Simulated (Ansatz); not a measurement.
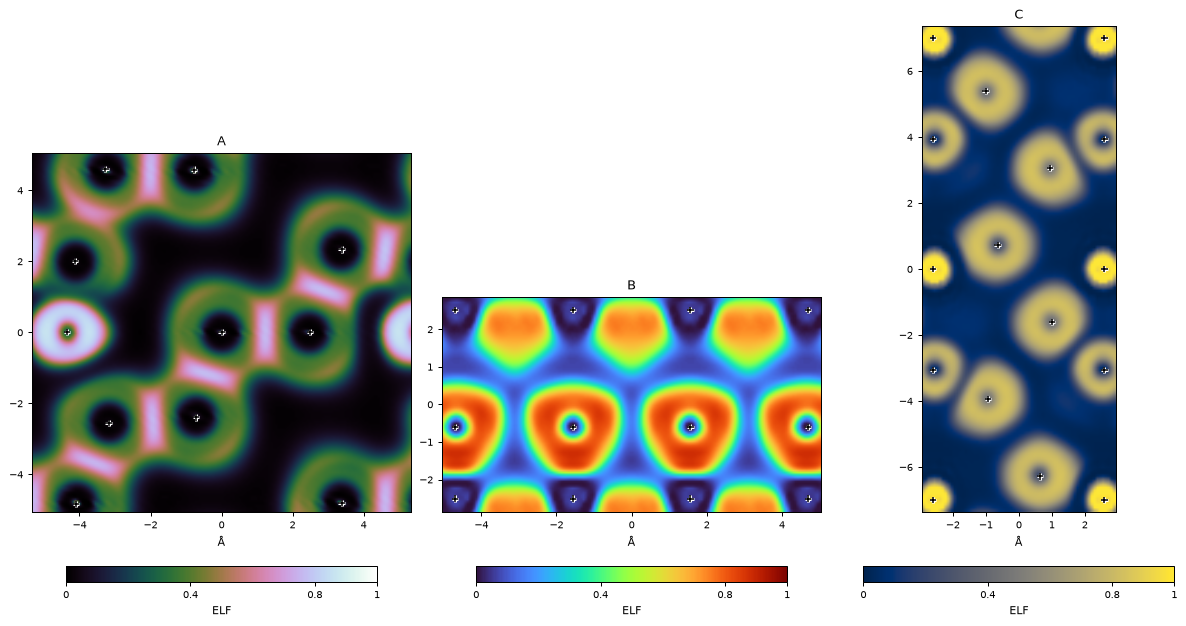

The electron localisation function of 3 systems, each on a plane through atoms (crosses mark nuclei in the plane).

Computed with DFT PBE, scalar-relativistic, plane waves, PAW in Ansatz.

System 1: Ge$_{32}$O (cell with a defect), the (11̄0) plane of the calculation cell. 

```yaml
crystal:
  lattice:
    - [5.76107, -5.76107, -5.76107]
    - [-5.76107, 5.76107, -5.76107]
    - [5.76107, 5.76107, 5.76107]
  atoms:
    - { symbol: Ge, position: [0.99991, 0.27131, 0.76078] }
    - { symbol: Ge, position: [0.99987, 0.00027, 0.98931] }
    - { symbol: Ge, position: [0.74817, 0.50031, 0.75199] }
    - { symbol: Ge, position: [0.99990, 0.75196, 0.24532] }
    - { symbol: Ge, position: [0.75165, 0.25202, 0.00373] }
    - { symbol: Ge, position: [0.99990, 0.51221, 0.49880] }
    - { symbol: Ge, position: [0.75157, 0.00030, 0.24534] }
    - { symbol: Ge, position: [0.49993, 0.74858, 0.75200] }
    - { symbol: Ge, position: [0.48801, 0.48841, 0.98692] }
    - { symbol: Ge, position: [0.72890, 0.72929, 0.48973] }
    - { symbol: Ge, position: [0.27092, 0.00030, 0.76079] }
    - { symbol: Ge, position: [0.49987, 0.24855, 0.25197] }
    - { symbol: Ge, position: [0.51182, 0.00030, 0.49878] }
    - { symbol: Ge, position: [0.25163, 0.75203, 0.00372] }
    - { symbol: Ge, position: [0.24815, 0.50028, 0.25197] }
    - { symbol: Ge, position: [0.24825, 0.24865, 0.49364] }
    - { symbol: Ge, position: [0.75144, 0.25360, 0.25342] }
    - { symbol: Ge, position: [0.78647, 0.00029, 0.50441] }
    - { symbol: Ge, position: [0.48697, 0.48737, 0.23689] }
    - { symbol: Ge, position: [0.74537, 0.74576, 0.74822] }
    - { symbol: Ge, position: [0.50167, 0.24876, 0.50186] }
    - { symbol: Ge, position: [0.74658, 0.49853, 0.00010] }
    - { symbol: Ge, position: [0.51282, 0.00030, 0.74981] }
    - { symbol: Ge, position: [0.25320, 0.75184, 0.25342] }
    - { symbol: Ge, position: [0.24836, 0.50208, 0.50187] }
    - { symbol: Ge, position: [0.49814, 0.74699, 0.00010] }
    - { symbol: Ge, position: [0.99991, 0.00030, 0.23834] }
    - { symbol: Ge, position: [0.21329, 0.21368, 0.71777] }
    - { symbol: Ge, position: [0.25441, 0.00028, 0.00278] }
    - { symbol: Ge, position: [0.99990, 0.78689, 0.50440] }
    - { symbol: Ge, position: [0.99990, 0.51321, 0.74981] }
    - { symbol: Ge, position: [0.99989, 0.25481, 0.00279] }
    - { symbol: O, position: [0.99990, 0.00029, 0.55243] }
```

System 2: LiNbO$_{3}$, the (100) plane of the conventional cell. Space group R3c.

```cif
data_structure
_symmetry_space_group_name_H-M 'P 1'
_symmetry_Int_Tables_number 1
_cell_length_a 5.1895
_cell_length_b 5.1895
_cell_length_c 14.0145
_cell_angle_alpha 90.000
_cell_angle_beta 90.000
_cell_angle_gamma 120.000
_cell_volume 326.86
loop_
_atom_site_label
_atom_site_type_symbol
_atom_site_fract_x
_atom_site_fract_y
_atom_site_fract_z
_atom_site_occupancy
Li1 Li 0.00000 0.00000 0.71840 1
Li2 Li 0.33333 0.66667 0.38507 1
Li3 Li 0.66667 0.33333 0.05173 1
Li4 Li 0.33333 0.66667 0.88507 1
Li5 Li 0.66667 0.33333 0.55173 1
Li6 Li 0.00000 0.00000 0.21840 1
Nb1 Nb 0.00000 0.00000 0.99955 1
Nb2 Nb 0.33333 0.66667 0.66621 1
Nb3 Nb 0.66667 0.33333 0.33288 1
Nb4 Nb 0.66667 0.33333 0.83288 1
Nb5 Nb 0.00000 0.00000 0.49955 1
Nb6 Nb 0.33333 0.66667 0.16621 1
O1 O 0.34211 0.04719 0.93675 1
O2 O 0.67544 0.71386 0.60341 1
O3 O 0.00877 0.38052 0.27008 1
O4 O 0.70508 0.65789 0.93675 1
O5 O 0.03842 0.32456 0.60341 1
O6 O 0.37175 0.99123 0.27008 1
O7 O 0.95281 0.29492 0.93675 1
O8 O 0.28614 0.96158 0.60341 1
O9 O 0.61948 0.62825 0.27008 1
O10 O 0.61948 0.99123 0.77008 1
O11 O 0.95281 0.65789 0.43675 1
O12 O 0.28614 0.32456 0.10341 1
O13 O 0.00877 0.62825 0.77008 1
O14 O 0.34211 0.29492 0.43675 1
O15 O 0.67544 0.96158 0.10341 1
O16 O 0.37175 0.38052 0.77008 1
O17 O 0.70508 0.04719 0.43675 1
O18 O 0.03842 0.71386 0.10341 1
```

System 3: AlN, the (010) plane of the conventional cell. Space group P6₃mc.

```
Al N
1.0
     3.13025    0.00000    0.00000
    -1.56512    2.71087    0.00000
     0.00000    0.00000    5.01796
Al N
2 2
Direct
  0.33333 0.66667 0.99923
  0.66667 0.33333 0.49923
  0.33333 0.66667 0.38077
  0.66667 0.33333 0.88077
```

Which map belongs to which system?

Panel A is system 1, Ge$_{32}$O: the plane holds Ge and O. Ge–O (2.02 Å): the ELF peaks at about 0.80 in the valence shell of O, 0.6 Å from its nucleus, and is about 0.35 at the midpoint. Panel B is system 3, AlN: the plane holds Al and N. Al–N (1.91 Å): the ELF peaks at about 0.90 in the valence shell of N, 0.7 Å from its nucleus, and is about 0.85 at the midpoint. Panel C is system 2, LiNbO$_{3}$: the plane holds Li, Nb and O. Nb–O (1.88 Å): the ELF peaks at about 0.80 in the valence shell of O, 0.5 Å from its nucleus, and drops to about 0.30 between the two atoms: no shared electron pair shows on this line.
